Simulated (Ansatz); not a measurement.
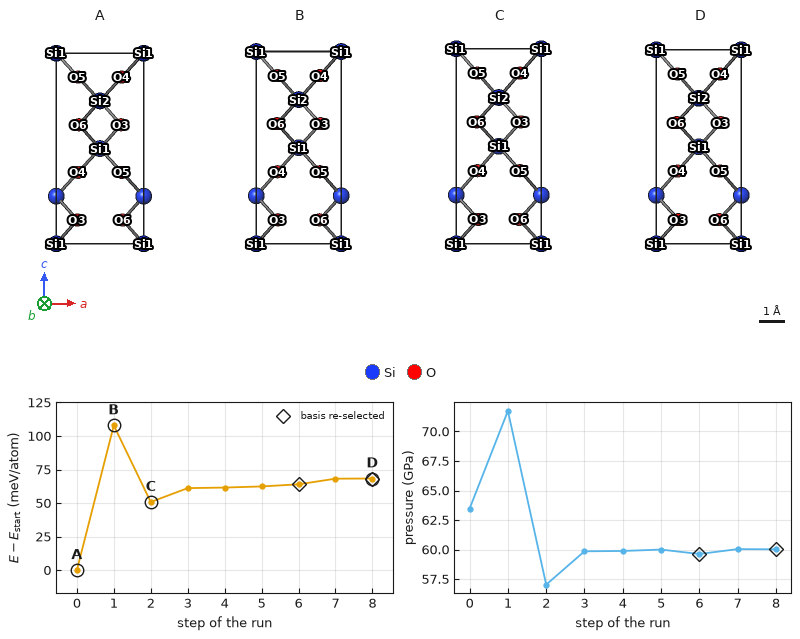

Frames of a relaxation of a crystal of SiO2 (set up in I-42d), marked on the history of the run. A ball-and-stick model of the conventional cell (2 times the calculation's cell), seen along the b axis. Lengths and directions refer to the drawn axes.

Case: relaxed at 60 GPa.

The calculation used DFT LDA, scalar-relativistic, plane waves, PAW (Ansatz 0.2.0). (plane-wave cutoff 420 eV; k-point mesh 10 × 10 × 10; occupations gaussian; smearing width 0.02 eV; target pressure 60 GPa; no spin polarisation; cell and atoms relaxed; force threshold 0.008 eV/Å; at most 50 steps)

Q: What happens along the run?

A: After 6 accepted moves (8 points after the start) the energy has risen by 68.3 meV per atom. With the target pressure of 60 GPa, the enthalpy E + pV changes by −40.8 meV per atom. The largest force component goes from 1.7 to 0.0013 eV/Å. The pressure goes from 63.47 to 60.02 GPa. The SCF was repeated twice at an unchanged geometry on a basis and grid sized afresh for the cell, which shifted the energy by 1.6 meV per atom at most. The largest moves relative to the cell, 0.067 Å, are those of O3, O4, O5 and O6. O4 goes along +b. Si stays in place. The volume changes by −3.7 %, with a = b 3.526 → 3.430 Å (−2.7 %), c 7.686 → 7.825 Å (+1.8 %). Among the contacts that change: Si1–O3 1.555 → 1.577 Å. Among the angles between lasting bonds that change: Si1–O3–Si2 113.9° → 111.1°. The space group stays I-42d (No. 122). Cost: 2 min on 1 thread of Arm Neoverse V1 (shared host), peak memory 0.39 GiB. From step 0 to 1: O atoms move most (0.05 Å), volume −4.8 %, energy +108 meV per atom. From step 1 to 2: O atoms move most (0.02 Å), volume +1.8 %, energy −57.1 meV per atom. From step 2 to 8: volume −0.6 %, energy +17.5 meV per atom.

```json
{"step": "0", "E − E(0), meV/atom": "0.00", "largest force component, eV/Å": "1.6502", "pressure, GPa": "63.47", "volume, Å³/atom": "7.962", "note": ""}
{"step": "1", "E − E(0), meV/atom": "107.92", "largest force component, eV/Å": "0.9184", "pressure, GPa": "71.74", "volume, Å³/atom": "7.583", "note": ""}
{"step": "2", "E − E(0), meV/atom": "50.81", "largest force component, eV/Å": "0.1496", "pressure, GPa": "57.03", "volume, Å³/atom": "7.716", "note": ""}
{"step": "3", "E − E(0), meV/atom": "61.17", "largest force component, eV/Å": "0.0315", "pressure, GPa": "59.85", "volume, Å³/atom": "7.686", "note": ""}
{"step": "4", "E − E(0), meV/atom": "61.59", "largest force component, eV/Å": "0.0068", "pressure, GPa": "59.88", "volume, Å³/atom": "7.684", "note": ""}
{"step": "5", "E − E(0), meV/atom": "62.42", "largest force component, eV/Å": "0.0001", "pressure, GPa": "60.00", "volume, Å³/atom": "7.682", "note": ""}
{"step": "6", "E − E(0), meV/atom": "64.00", "largest force component, eV/Å": "0.0002", "pressure, GPa": "59.62", "volume, Å³/atom": "7.682", "note": "same geometry, new basis"}
{"step": "7", "E − E(0), meV/atom": "68.20", "largest force component, eV/Å": "0.0013", "pressure, GPa": "60.04", "volume, Å³/atom": "7.671", "note": ""}
{"step": "8", "E − E(0), meV/atom": "68.33", "largest force component, eV/Å": "0.0013", "pressure, GPa": "60.02", "volume, Å³/atom": "7.671", "note": "same geometry, new basis"}
```
